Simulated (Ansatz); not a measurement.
# Ge: what the fields show

The calculation's input:

```
crystal:
  lattice:
    - [-3.4696630977, 3.4696630977, 3.4696630977]
    - [3.4696630977, -3.4696630977, 3.4696630977]
    - [3.4696630977, 3.4696630977, -3.4696630977]
  atoms:
    - { symbol: Ge, position: [0.5, 0.0, 0.7758705669] }
    - { symbol: Ge, position: [0.7958385091, 0.5, 0.0] }
    - { symbol: Ge, position: [0.0, 0.7958385091, 0.5] }
    - { symbol: Ge, position: [0.7041614909, 0.7041614909, 0.7041614909] }
    - { symbol: Ge, position: [0.5, 0.0, 0.2041614909] }
    - { symbol: Ge, position: [0.2041614909, 0.5, 0.0] }
    - { symbol: Ge, position: [0.0, 0.2041614909, 0.5] }
    - { symbol: Ge, position: [0.2958385091, 0.2958385091, 0.2958385091] }
basis:
  ecutwfc: 420
kpoints:
  mp_grid: { grid: [8, 8, 8] }
hamiltonian:
  xc: pbesol
scf:
  occupations: { method: gaussian, width: 0.15 }
output:
  forces: true
  stress: true
  eigenvalues: true
  write_density: true
  write_potential: true
  elf: true
  volumetric_format: npy
```

Launched as:

```sh
ansatz run input.yaml --threads 2 --pin off --max-ram 5120MiB --backend cpu --events-out ev --progress --plain --runs-dir out
```

Below, planes, directions and counts refer to the conventional cell (a = 9.81 Å, b = 9.81 Å, c = 6.01 Å, α = 90.00°, β = 90.00°, γ = 120.00°).

Space group R3; a structure from a database of computed crystals, not necessarily the ambient phase; changed on purpose from its base cell (atom 1 (Ge) moved -0.120 A towards its neighbour atom 5 (Ge) at 2.454 A); not relaxed (largest force 0.6 eV/Å).

Theory: Ansatz, DFT PBEsol, scalar-relativistic, plane waves, PAW.

In a PAW calculation such maps are meaningful between the atoms, not at the nuclei.

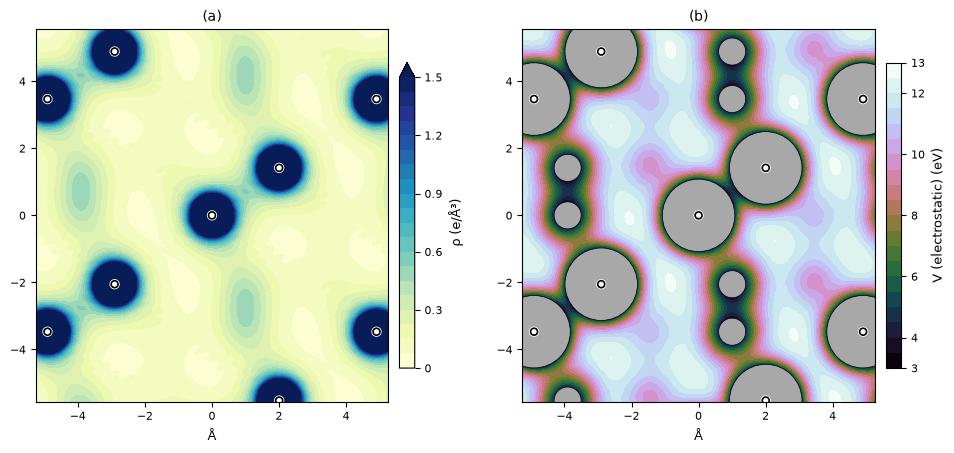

Figure 1. (a) valence electron density; (b) electrostatic potential energy of an electron on the (101) plane of the conventional cell. Circles mark the nuclei in the plane (Ge). Grey discs cover the atomic cores in the potential map.

Read the bonding off the picture.

- Atoms in the plane: Ge.
- Ge–Ge (2.45 Å): the density is about 0.55 e/Å³ at the midpoint.
- Between the atoms the lowest density in this plane is 0.05 e/Å³.
- Outside the cores the potential energy rises away from the atoms and is highest about 2.1 Å from the nearest atoms; its zero is arbitrary.

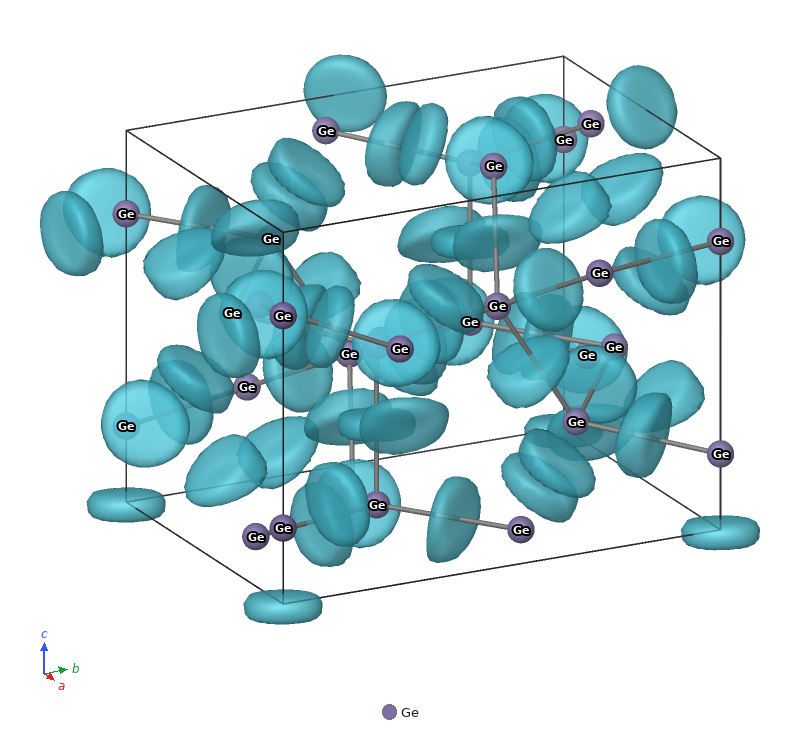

Figure 2. Isosurface of the ELF at 0.6 (cyan), seen slightly off an axis. Only the valence region is drawn (cores and ρ < 0.01 e/Å³ removed). Sticks mark near contacts.

Where are the electrons localised?

The ELF exceeds this value in 48 regions between bonded Ge–Ge atoms, counted in one cell of 24 atoms. Any copies at cell faces, edges or corners count once.


Ge–Ge (2.45 Å): the ELF peaks at about 0.75 between the atoms. Ge–Ge (2.49 Å): the ELF peaks at about 0.75 between the atoms.

Does the calculation give a band gap?

It is metallic or semimetallic at this level of theory: no gap opens.
